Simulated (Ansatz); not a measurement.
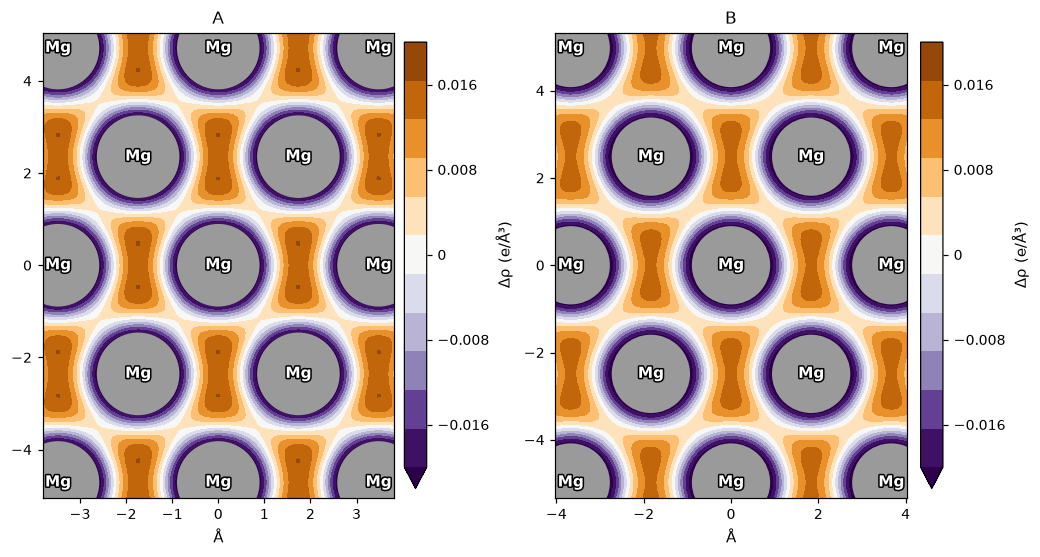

Mg: deformation density on the (011) plane of the conventional cell at two volumes, with the same fractional coordinates and one colour scale. Grey discs cover the cores.

Space group I4/mmm. This isn't the usual form at ambient conditions. The cell comes from a database of computed structures, not from a measurement.

These are results of Ansatz 0.2.0, DFT PBE, scalar-relativistic, plane waves, PAW, not measurements.

**How do the two volumes compare, and how does the bonding charge respond?**

B is the larger cell: A has 85 % of the volume of B.
- From B to A, Mg–Mg goes from 3.09 to 2.93 Å, and Δρ at its midpoint stays at about zero.
- The pressure is 0.5 GPa in B and 8.8 GPa in A.
- The rearranged charge is 0.13 e an atom in B and 0.12 e in A.
